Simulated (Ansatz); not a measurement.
## Geometry relaxation, with input and output: NaCl

System: NaCl (2 atoms in the cell).
Method: DFT PBEsol, scalar-relativistic, plane waves, PAW, no spin polarisation (Ansatz 0.2.0).

The structure derives from an entry of the Crystallography Open Database. Figures and captions count atoms from 1; the log counts them from 0 in places.

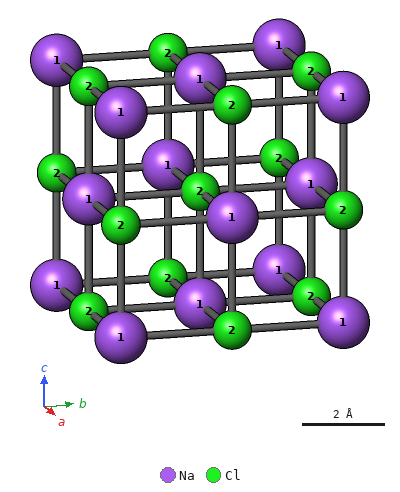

**Figure 1.** The input geometry (ball-and-stick view of the cell 4 times as large as that of the calculation, set on its symmetry axes, seen slightly off an axis; atoms are numbered from 1 in the order of the input). An atom can appear more than once, as a periodic image. Near neighbours in the periodic cell (some may lie outside the picture): Na has 6 Cl at 2.83 Å; Cl has 6 Na at 2.83 Å.

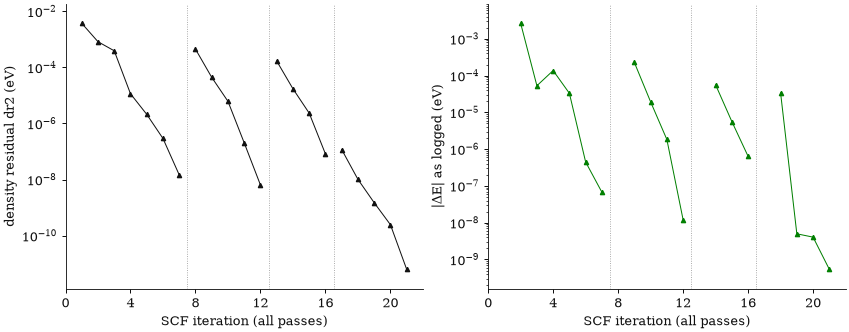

**Figure 2.** Convergence of the self-consistent field: density residual dr2 and size of the energy change against the SCF iteration. The dotted lines part the SCF passes of the relaxation: geometry steps, rejected trials and re-solves on a re-selected basis. The passes take 7, 5, 4 and 5 iterations.

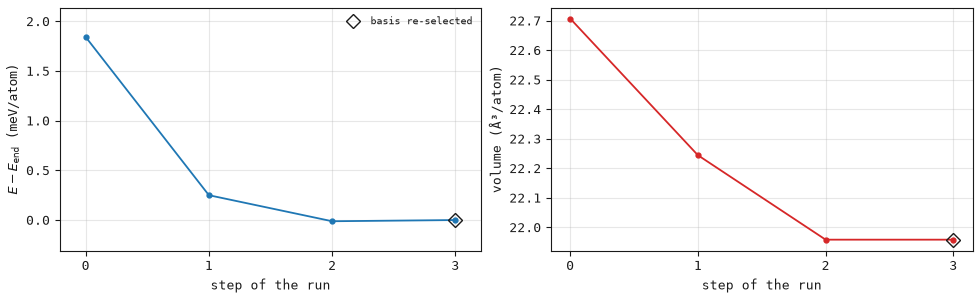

**Figure 3.** Progress of the relaxation, step by step (the first geometry is step 0 here and step 1 in the log).

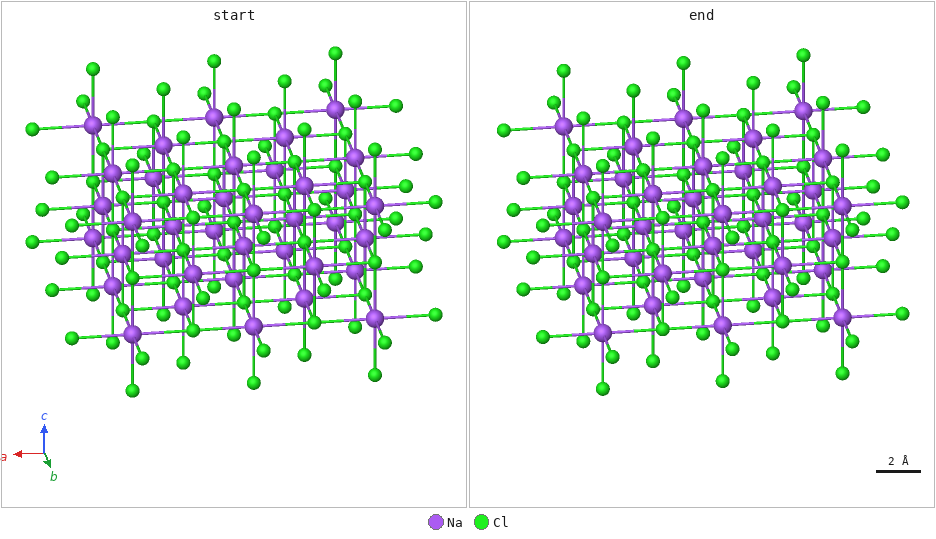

**Figure 4.** Before (left) and after (right) the relaxation, at one scale (ball-and-stick view of the cell 4 times as large as that of the calculation, set on its symmetry axes, repeated 2 × 2 × 1, with bonded neighbours outside it, seen at an oblique angle). Over 2 geometry steps the energy falls by 1.9 meV per atom. All forces vanish by symmetry, so only the cell relaxes. Pressure: −0.78 GPa at the start and 0.02 GPa at the end. The atoms keep their places relative to the cell (all moves are under 0.005 Å). Cell: a = b = c 5.663 → 5.601 Å (−1.1 %). Volume −3.3 %. Among the contacts that change: Na1–Cl2 2.832 → 2.800 Å. The space group stays Fm-3m (No. 225). A last SCF at the same geometry on a re-selected plane-wave basis shifts the energy by +0.0 meV per atom. (Atoms are counted from 1 in the order of the input.)

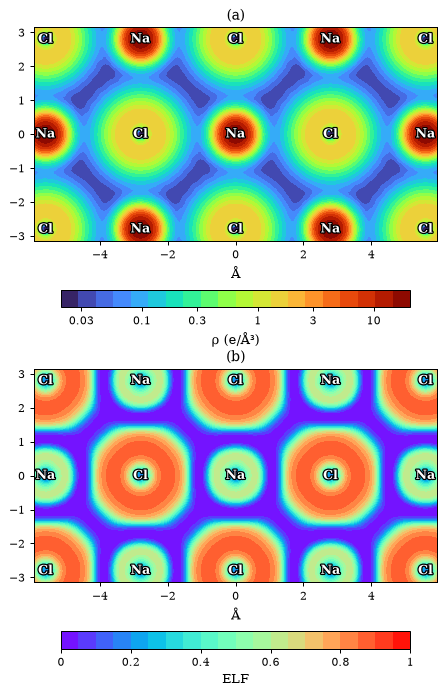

**Figure 5.** (a) valence charge density (pseudo); (b) ELF on the (001) plane of the conventional cell. Na–Cl (2.80 Å): ρ at the midpoint is about 0.14 e/Å³; the ELF is about 0.40 at the midpoint (two separate closed shells). Away from the nuclei the density in this plane falls to 0.03 e/Å³ at its lowest. The strong features right at Na lie inside the PAW spheres (semicore, d or f shells) and say nothing about bonding. In a PAW calculation such maps are meaningful between the atoms, not at the nuclei.

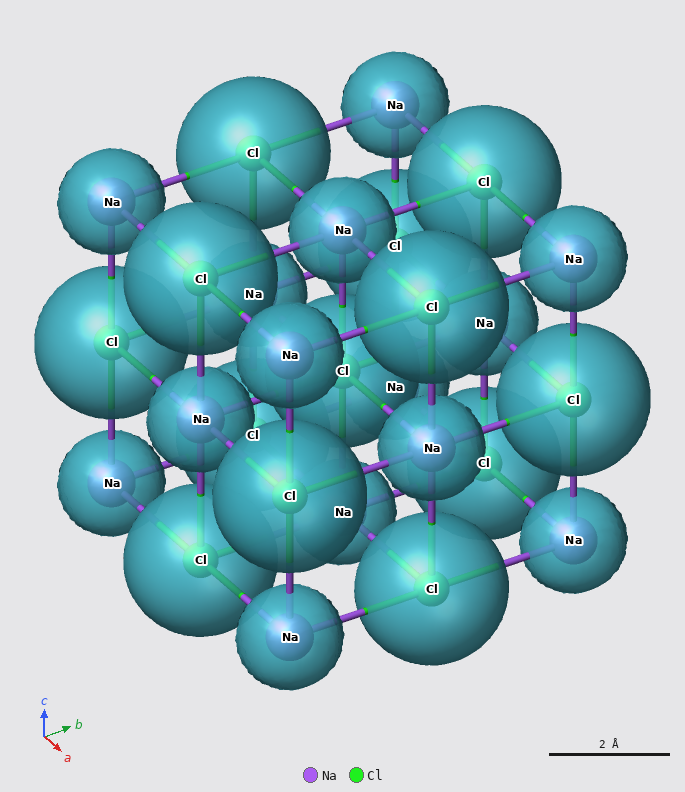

**Figure 6.** Isosurface of the valence pseudo-density at 0.2 e/Å³ (cyan), seen at an oblique angle. Sticks mark near contacts. The outline is the cell set on symmetry axes. At this value the density breaks into separate islands; it holds about 85 % of the electrons treated as valence (semicore included). It is pinched off along the Na–Cl (2.80 Å) contacts. On the grid the lowest density along these lines, outside the cores, is 0.09 e/Å³ (Na–Cl, 2.80 Å).

These pictures come from the run below.

## Input file
```yaml
crystal:
  lattice:
    - [0.0, 2.83175, 2.83175]
    - [2.83175, 0.0, 2.83175]
    - [2.83175, 2.83175, 0.0]
  atoms:
    - { symbol: Na, position: [0.0, 0.0, 0.0] }
    - { symbol: Cl, position: [0.5, 0.5, 0.5] }
basis:
  ecutwfc: 420
kpoints:
  mp_grid: { grid: [8, 8, 8] }
hamiltonian:
  xc: pbesol
scf:
  occupations: { method: gaussian, width: 0.02 }
output:
  forces: true
  stress: true
  eigenvalues: true
  write_density: true
  write_potential: true
  elf: true
  volumetric_format: npy
relax:
  adjacent_minimum: "off"
  f_tol: 0.005
  max_steps: 80
  cell: { stress_tol: 0.05 }
```

Run as:
```bash
ansatz run input.yaml --threads 1 --pin off --max-ram 3072MiB --backend cpu --events-out ev --progress --plain --runs-dir out
```

## Log
```
Engine: ansatz 0.2.0, x86_64-unknown-linux-gnu
Pseudopotentials: kind: paw
Pseudopotential: Na, paw, valence charge 9, recommended cutoff 420 eV (normal), Na.paw.azcp
Pseudopotential: Cl, paw, valence charge 7, recommended cutoff 420 eV (normal), Cl.paw.azcp
Functional definition: PBEsol
  exchange = pbesol_x
  correlation = pbesol_c
Crystal: 2 atoms, lattice volume = 45.415 Å³
Basis set: ecut = 420 eV, 893 PW (Γ), exchange–correlation on 54×54×54 points (8 copies of the dense FFT grid, shifted against one another)
Bands: 12, of which v1, the nominal top of the filled ones, is band 8 counted from 1 (7 counted from 0)
Symmetry: 48 space group operations
Space group: Fm-3m (ITA 225), of the structure as read, at distance tolerance 3.6e-5 Å
k-points: 29 of 512
Non-local potential: Na, projectors of the file, l = 0: 3, l = 1: 2, l = 2: 1
Non-local potential: Cl, projectors of the file, l = 0: 2, l = 1: 2, l = 2: 2
PAW form: soft (Blöchl's): semilocal exchange-correlation on the pseudo side does not see the compensation charge
PAW frozen core: Na, regenerated for the run's functional, and the local potential with it (the file was generated under x = pbe(κ = 0.804, μ = 0.2195149727645171), c = pbe(β = 0.06672455060314922))
PAW frozen core: Cl, regenerated for the run's functional, and the local potential with it (the file was generated under x = pbe(κ = 0.804, μ = 0.2195149727645171), c = pbe(β = 0.06672455060314922))
PAW one-centre angular grid: Na, 110 points (default); XC on 64 Gauss nodes
PAW one-centre angular grid: Cl, 110 points (default); XC on 64 Gauss nodes
Initial density: superposition of atomic densities (neutral atoms: chi_scale 0, normalization atom), corrected by the library's trained network
Initial wavefunctions: pseudopotential atomic-orbital guess
Functional: x = pbesol(κ = 0.804, μ = 0.12345679012345678), c = pbesol(β = 0.046)
SCF iter   1: F=—  HF=-2540.285768 eV  |F-HF|=—  |Δ(HF+E_count)|=         —  Δρ=2.75e-3  dr2=3.74e-3  ethr=1.77e-3  ⟨swp⟩=6.0  Hψ=2026  notcnv=0
preconditioner: auto → none  [insulator: Δε(μ)=4.835 eV  Ē_g=20.648 eV  σ=0.020 eV  W_gap=1.00  n_scr=14 (ndim 8)  ℏωp=20.6 eV  f_vac=0.034  D(μ)=0.00/eV (n_scr^D=0)  ε∞_Penn≈2.0]
SCF iter   2: F=—  HF=-2540.283132 eV  |F-HF|=—  |Δ(HF+E_count)|=   2.64e-3  Δρ=1.20e-3  dr2=8.25e-4  ethr=2.33e-5  ⟨swp⟩=2.8  Hψ=892  notcnv=0
SCF iter   3: F=—  HF=-2540.283079 eV  |F-HF|=—  |Δ(HF+E_count)|=   5.30e-5  Δρ=7.83e-4  dr2=3.91e-4  ethr=5.15e-6  ⟨swp⟩=2.0  Hψ=580  notcnv=0
SCF iter   4: F=—  HF=-2540.282942 eV  |F-HF|=—  |Δ(HF+E_count)|=   1.37e-4  Δρ=1.64e-4  dr2=1.15e-5  ethr=2.45e-6  ⟨swp⟩=2.0  Hψ=439  notcnv=0
SCF iter   5: F=—  HF=-2540.282975 eV  |F-HF|=—  |Δ(HF+E_count)|=   3.30e-5  Δρ=5.07e-5  dr2=2.12e-6  ethr=7.19e-8  ⟨swp⟩=3.0  Hψ=580  notcnv=0
SCF iter   6: F=—  HF=-2540.282974 eV  |F-HF|=—  |Δ(HF+E_count)|=   4.47e-7  Δρ=1.89e-5  dr2=2.92e-7  ethr=1.32e-8  ⟨swp⟩=2.0  Hψ=413  notcnv=0
SCF iter   7: F=-2540.282974 eV  HF=-2540.282974 eV  |F-HF|=9.23e-9  |Δ(HF+E_count)|=   6.75e-8  Δρ=4.25e-6  dr2=1.47e-8  ethr=6.25e-10  ⟨swp⟩=8.1  Hψ=1741  notcnv=0
SCF 1 converged in 7 iterations: F = -2540.282974 eV  dr2 = 1.47e-8
  greatest PAW one-centre occupation: 0.999 electrons in one spin orbital (limit 2), on the Na atom at site 0 (counted from 0), in its partial waves of l = 0
relax step   1: F+E_penalty+E_count = -2540.28297408 eV  Δ(F+E_penalty+E_count) = +0.000e0 eV  max|allowed force component| = 3.008e-30 eV/Å  Δτ_max = 0.0000 Å  P = -0.783 GPa  Ω = 45.415 Å³  (7 SCF iters, dr2 threshold 1.00e-7 eV, accepted)
Crystal: 2 atoms, lattice volume = 44.489 Å³
Initial density: handed on by an earlier stage of this run
Initial wavefunctions: those handed on with the density
iter 1 solved again at ethr=2.82e-6 eV; its pass at ethr=3.10e-3 eV (dr2=4.52e-4 eV) is discarded
SCF iter   1: F=—  HF=-2540.286369 eV  |F-HF|=—  |Δ(HF+E_count)|=         —  Δρ=8.33e-4  dr2=4.49e-4  ethr=2.82e-6  ⟨swp⟩=1.3  Hψ=2397  notcnv=0
preconditioner: auto → none  [insulator: Δε(μ)=4.944 eV  Ē_g=20.772 eV  σ=0.020 eV  W_gap=1.00  n_scr=14 (ndim 8)  ℏωp=20.8 eV  f_vac=0.023  D(μ)=0.00/eV (n_scr^D=0)  ε∞_Penn≈2.0]
SCF iter   2: F=—  HF=-2540.286142 eV  |F-HF|=—  |Δ(HF+E_count)|=   2.27e-4  Δρ=3.58e-4  dr2=4.43e-5  ethr=2.80e-6  ⟨swp⟩=2.0  Hψ=648  notcnv=0
SCF iter   3: F=—  HF=-2540.286161 eV  |F-HF|=—  |Δ(HF+E_count)|=   1.93e-5  Δρ=1.41e-4  dr2=6.17e-6  ethr=2.77e-7  ⟨swp⟩=2.0  Hψ=461  notcnv=0
SCF iter   4: F=—  HF=-2540.286159 eV  |F-HF|=—  |Δ(HF+E_count)|=   1.83e-6  Δρ=1.73e-5  dr2=2.04e-7  ethr=3.86e-8  ⟨swp⟩=1.9  Hψ=549  notcnv=0
SCF iter   5: F=-2540.286159 eV  HF=-2540.286159 eV  |F-HF|=8.31e-9  |Δ(HF+E_count)|=   1.20e-8  Δρ=4.15e-6  dr2=6.41e-9  ethr=1.25e-9  ⟨swp⟩=8.9  Hψ=2232  notcnv=0
SCF 2 converged in 5 iterations: F = -2540.286159 eV  dr2 = 6.41e-9
relax step   2: F+E_penalty+E_count = -2540.28615922 eV  Δ(F+E_penalty+E_count) = -3.185e-3 eV  max|allowed force component| = 2.136e-30 eV/Å  Δτ_max = 0.0000 Å  P = -0.305 GPa  Ω = 44.489 Å³  energy of the carried Pulay correction = +1.173e-5 eV  (5 SCF iters, dr2 threshold 2.00e-7 eV, accepted)
Crystal: 2 atoms, lattice volume = 43.917 Å³
Basis set: ecut = 420 eV, 869 PW (Γ), exchange–correlation on 54×54×54 points (8 copies of the dense FFT grid, shifted against one another)
iter 1 solved again at ethr=1.14e-6 eV; its pass at ethr=3.10e-3 eV (dr2=1.83e-4 eV) is discarded
SCF iter   1: F=—  HF=-2540.286746 eV  |F-HF|=—  |Δ(HF+E_count)|=         —  Δρ=5.20e-4  dr2=1.69e-4  ethr=1.14e-6  ⟨swp⟩=2.4  Hψ=2448  notcnv=0
preconditioner: auto → none  [insulator: Δε(μ)=5.001 eV  Ē_g=20.806 eV  σ=0.020 eV  W_gap=1.00  n_scr=14 (ndim 8)  ℏωp=21.0 eV  f_vac=0.017  D(μ)=0.00/eV (n_scr^D=0)  ε∞_Penn≈2.0]
SCF iter   2: F=—  HF=-2540.286690 eV  |F-HF|=—  |Δ(HF+E_count)|=   5.61e-5  Δρ=2.25e-4  dr2=1.73e-5  ethr=1.06e-6  ⟨swp⟩=2.0  Hψ=547  notcnv=0
SCF iter   3: F=—  HF=-2540.286684 eV  |F-HF|=—  |Δ(HF+E_count)|=   5.63e-6  Δρ=8.84e-5  dr2=2.34e-6  ethr=1.08e-7  ⟨swp⟩=2.0  Hψ=452  notcnv=0
SCF iter   4: F=-2540.286683 eV  HF=-2540.286683 eV  |F-HF|=2.65e-8  |Δ(HF+E_count)|=   6.38e-7  Δρ=1.11e-5  dr2=8.22e-8  ethr=1.25e-9  ⟨swp⟩=6.1  Hψ=2014  notcnv=0
SCF 3 converged in 4 iterations: F = -2540.286683 eV  dr2 = 8.22e-8
relax step   3: F+E_penalty+E_count = -2540.28668344 eV  Δ(F+E_penalty+E_count) = -5.242e-4 eV  max|allowed force component| = 2.325e-30 eV/Å  Δτ_max = 0.0000 Å  P = +0.020 GPa  Ω = 43.917 Å³  energy of the carried Pulay correction = +1.910e-5 eV  (4 SCF iters, dr2 threshold 2.00e-7 eV, accepted)
Initial wavefunctions: pseudopotential atomic-orbital guess (no wavefunctions were taken with the density)
iter 1 solved again at ethr=4.43e-6 eV; its pass at ethr=3.10e-3 eV (dr2=7.08e-4 eV) is discarded
SCF iter   1: F=—  HF=-2540.286626 eV  |F-HF|=—  |Δ(HF+E_count)|=         —  Δρ=1.60e-5  dr2=1.18e-7  ethr=4.43e-6  ⟨swp⟩=2.8  Hψ=2892  notcnv=0
eigensolver tolerance schedule: the retry pair's looser diagonalisation over-reported the residual by 6023.06 of it (diagonalisation noise at an unbounded share of the residual, at the tolerance the schedule requests for it); recorded, not acted on — ethr = c·dr2/N_el stays at c = 1.0e-1
preconditioner: auto → none  [insulator: Δε(μ)=5.014 eV  Ē_g=20.793 eV  σ=0.020 eV  W_gap=1.00  n_scr=14 (ndim 8)  ℏωp=21.0 eV  f_vac=0.018  D(μ)=0.00/eV (n_scr^D=0)  ε∞_Penn≈2.0]
SCF iter   2: F=—  HF=-2540.286659 eV  |F-HF|=—  |Δ(HF+E_count)|=   3.39e-5  Δρ=6.54e-6  dr2=1.02e-8  ethr=7.35e-10  ⟨swp⟩=2.4  Hψ=627  notcnv=0
SCF iter   3: F=—  HF=-2540.286659 eV  |F-HF|=—  |Δ(HF+E_count)|=   4.99e-9  Δρ=2.75e-6  dr2=1.50e-9  ethr=6.38e-11  ⟨swp⟩=2.1  Hψ=552  notcnv=0
SCF iter   4: F=—  HF=-2540.286659 eV  |F-HF|=—  |Δ(HF+E_count)|=   4.05e-9  Δρ=9.30e-7  dr2=2.46e-10  ethr=9.37e-12  ⟨swp⟩=2.7  Hψ=557  notcnv=0
SCF iter   5: F=-2540.286659 eV  HF=-2540.286659 eV  |F-HF|=3.64e-12  |Δ(HF+E_count)|=  5.40e-10  Δρ=1.16e-7  dr2=6.31e-12  ethr=1.00e-12  ⟨swp⟩=4.0  Hψ=1595  notcnv=0
SCF 4 converged in 5 iterations: F = -2540.286659 eV  dr2 = 6.31e-12
relax step   4: F+E_penalty+E_count = -2540.28665950 eV  Δ(F+E_penalty+E_count) = +2.394e-5 eV  max|allowed force component| = 2.128e-30 eV/Å  Δτ_max = 0.0000 Å  P = +0.021 GPa  Ω = 43.917 Å³  stress off target by 2.10e-2 GPa  SCF on the basis re-selected at this cell (its energy is not comparable with the rows above)  (5 SCF iters)
basis re-selected at this cell: Δ(F+E_penalty+E_count) = +2.394e-5 eV, ΔP = +0.001 GPa vs the last step (what re-selecting the basis moved, of the pressure what is left beyond the Pulay correction that the steps carried, after the strain that the cell walked since its last selection, with what the two solves' SCF thresholds leave and, on support functions, any second-order correction that the steps lacked; it is no measure of the basis error at this ecutwfc). This SCF's stress stands 2.10e-2 GPa from its target on what of the cell is left free (relax.cell.stress_tol is 5.00e-2 GPa) and its largest allowed force component is 2.13e-30 eV/Å (relax.f_tol is 5.00e-3 eV/Å): within both
SCF converged after 5 iterations
Free energy (F): -2540.286659 eV
Harris-Foulkes:  -2540.286659 eV  (|F-HF|=3.64e-12)
Internal energy: -2540.286659 eV  (E = F + TS)
E sigma→0 (E₀):  -2540.286659 eV
Fermi energy:    3.716192 eV
--- Per-component energies (eV) ---
  E_band       = -231.352066
  E_kinetic    = 282.635156
  E_local      = -1519.000624  (includes V_loc(G=0)·N_el)
  E_nonlocal   = 144.824688
  E_hartree    = 534.199850
  E_xc         = -145.005911
  E_vxc        = -171.864459  (∫ρ·V_xc dr)
  E_paw        = -895.323320  (= ΣΔE_a)
  E_vpaw       = -36.346593  (= ΣTr[D̂ρ^β])
  E_aug_tail   = 0.000080  (compensation charges beyond the density's cutoff)
  E_ewald      = -942.749705
  E_core_change = 0.133126  (= ΣΔE_core)
  E_smearing   = -0.000000  (= −TS)
  E_closure    = 0.000000  (closes the sum)
  Σ components = -2540.286659   (vs F -2540.286659, Δ=0.00e0)
--- Forces (eV/Å), atoms counted from 1 ---
  atom   1  Na     0.00000000     0.00000000    -0.00000000
  atom   2  Cl     0.00000000    -0.00000000     0.00000000
  max |Σ_I F_I| component: 4.16e-30 eV/Å
--- Stress (GPa, compression-positive) ---
        0.021013      -0.000000      -0.000000
       -0.000000       0.021013      -0.000000
       -0.000000       0.000000       0.021013
  P = ⅓ Tr σ = 0.0210 GPa (0.210 kbar)
--- Band table (eV; the first three rows and the last of 29) ---
  k-point 0: bands = ["-47.3307", "-19.4093", "-19.4093", "-19.4093", "-11.4805", "1.2094", "1.2094", "1.2094", "6.2229", "12.1242", "12.1242", "12.1242"]
  k-point 1: bands = ["-47.3306", "-19.4143", "-19.4096", "-19.4096", "-11.4298", "0.8163", "1.1659", "1.1659", "6.7352", "11.5867", "12.3206", "12.3206"]
  k-point 2: bands = ["-47.3303", "-19.4263", "-19.4105", "-19.4105", "-11.3038", "0.0474", "1.0644", "1.0644", "7.7095", "11.0688", "12.4293", "12.4293"]
  k-point 28: bands = ["-47.3295", "-19.4253", "-19.4253", "-19.4210", "-11.0472", "-0.0510", "-0.0510", "0.4125", "10.0080", "10.7549", "10.7549", "12.4863"]
--- Relaxed structure (3 steps of the walk, 3 accepted, 1 SCFs on fresh bases) ---
  F+E_penalty+E_count = -2540.28665950 eV   max|allowed force component| = 2.128e-30 eV/Å   (the final SCF, on the basis selected at the relaxed cell)
  cell:  # Å, volume = 43.9167 Å³
    - [2.6113781668589895e-34, 2.8002695490676595, 2.8002695490676595]
    - [2.8002695490676595, 5.732293537007533e-35, 2.8002695490676595]
    - [2.8002695490676595, 2.8002695490676595, 6.7832140187922535e-34]
  atoms:
    - { symbol: Na, position: [-5.490552466459971e-36, 4.6049794880063756e-36, 3.8965211052254576e-36] }
    - { symbol: Cl, position: [0.5, 0.5, 0.5] }
```

## Trajectory as extended XYZ (Å, eV, eV/Å), 4 frames, from step=1 to step=4
```
2
Lattice="0.0000 2.8317 2.8317 2.8317 0.0000 2.8317 2.8317 2.8317 0.0000" Properties=species:S:1:pos:R:3:forces:R:3 step=1 energy=-2540.28297 pressure_GPa=-0.78
Na    0.0000    0.0000    0.0000    0.0000   0.0000   0.0000
Cl    2.8317    2.8317    2.8317    0.0000   0.0000   0.0000
2
Lattice="0.0000 2.8124 2.8124 2.8124 0.0000 2.8124 2.8124 2.8124 0.0000" Properties=species:S:1:pos:R:3:forces:R:3 step=2 energy=-2540.28616 pressure_GPa=-0.31
Na    0.0000    0.0000    0.0000    0.0000   0.0000   0.0000
Cl    2.8124    2.8124    2.8124    0.0000   0.0000   0.0000
2
Lattice="0.0000 2.8003 2.8003 2.8003 0.0000 2.8003 2.8003 2.8003 0.0000" Properties=species:S:1:pos:R:3:forces:R:3 step=3 energy=-2540.28668 pressure_GPa=0.02
Na    0.0000    0.0000    0.0000    0.0000   0.0000   0.0000
Cl    2.8003    2.8003    2.8003    0.0000   0.0000   0.0000
2
Lattice="0.0000 2.8003 2.8003 2.8003 0.0000 2.8003 2.8003 2.8003 0.0000" Properties=species:S:1:pos:R:3:forces:R:3 step=4 energy=-2540.28666 pressure_GPa=0.02
Na    0.0000    0.0000    0.0000    0.0000   0.0000   0.0000
Cl    2.8003    2.8003    2.8003    0.0000   0.0000   0.0000
```

## Summary

| quantity | value |
| --- | --- |
| outcome | converged |
| space group (tolerance 0.01 Å) | Fm-3m (225) |
| electrons treated | 16 |
| free energy | −2540.2867 eV |
| Fermi energy | 3.716 eV |
| gap on the k-point mesh | 5.01 eV |
| pressure | 0.02 GPa |
| final volume | 43.92 Å³ |
| largest force (length of the vector) at the end | under 0.001 eV/Å |
| final cell | a = 3.960 Å, b = 3.960 Å, c = 3.960 Å, α = 60.00°, β = 60.00°, γ = 60.00° |
| hardware | 1 thread of Intel Xeon (Granite Rapids), 16 GiB of memory available, shared host |
| wall time | 2.2 s |
| peak memory | 0.33 GiB |
